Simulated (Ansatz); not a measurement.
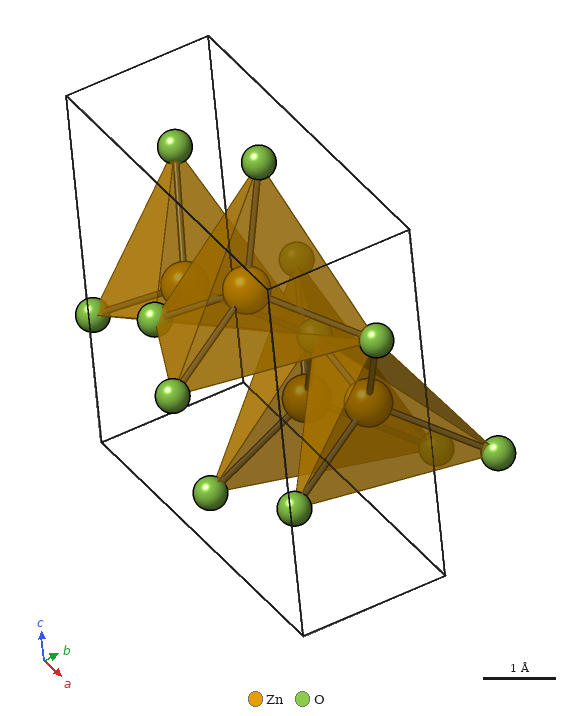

Shown here is a polyhedral view of the crystal, taken slightly off an axis. The edges of the simulation cell are marked. Some atoms of the next cells are drawn as well.

The calculation's input:
```yaml
crystal:
  lattice:
    - [-3.2312779625, 3.2312779625, 2.6430734491]
    - [3.2312779625, -3.2312779625, 2.6430734491]
    - [3.2312779625, 3.2312779625, -2.6430734491]
  atoms:
    - { symbol: Zn, position: [0.4104443209, 0.9104443209, 0.198398611] }
    - { symbol: Zn, position: [0.7120457099, 0.2120457099, 0.801601389] }
    - { symbol: Zn, position: [0.9104443209, 0.7120457099, 0.5] }
    - { symbol: Zn, position: [0.2120457099, 0.4104443209, 0.5] }
    - { symbol: O, position: [0.2886884924, 0.0895826064, 0.5] }
    - { symbol: O, position: [0.5895826064, 0.7886884924, 0.5] }
    - { symbol: O, position: [0.7886884924, 0.2886884924, 0.199105886] }
    - { symbol: O, position: [0.0895826064, 0.5895826064, 0.800894114] }
basis:
  ecutwfc: 420
kpoints:
  mp_grid: { grid: [8, 8, 8] }
  band_path:
    path:
      - [[0.0, 0.0, 0.0], [0.0, 0.0, 0.5], [-0.5, 0.5, 0.5], [0.0, 0.0, 0.0], [0.41726683, 0.41726683, -0.41726683]]
      - [[-0.41726683, 0.58273317, 0.41726683], [-0.5, 0.5, 0.5]]
      - [[0.0, 0.0, 0.5], [0.25, 0.25, 0.25], [0.0, 0.5, 0.0], [0.0, 0.0, 0.0]]
    npoints: 14
hamiltonian:
  xc: pbe
scf:
  occupations: { method: gaussian, width: 0.02 }
  n_extra_bands: 20
output:
  forces: true
  stress: true
  eigenvalues: true
  populations: true
  dos: { projected: true, de: 0.02, nscf_kmesh: { grid: [12, 12, 12] } }
  bader: true
  write_density: true
  write_potential: true
  elf: true
  volumetric_format: npy
```
Run as:
```sh
ansatz run input.yaml --threads 1 --pin off --max-ram 2560MiB --backend cpu --events-out ev --progress --plain --runs-dir out
```

Computational set-up: DFT PBE, scalar-relativistic, plane waves, PAW in Ansatz, a 420 eV plane-wave basis, k-points on an 8×8×8 grid, Gaussian smearing of 0.02 eV, no spin polarisation.

Is the electronic structure metallic or gapped?

A semiconductor at this level, with a gap of 0.94 eV, direct.

Would the cell expand or shrink if it could?

The computed pressure is 0.0 GPa, close to zero.

The model was built from a structure type filled with these elements by a generator (whether the compound takes this form wasn't checked). Earlier steps of the study may have refined or changed the cell and positions. It went into a calculation with Ansatz.
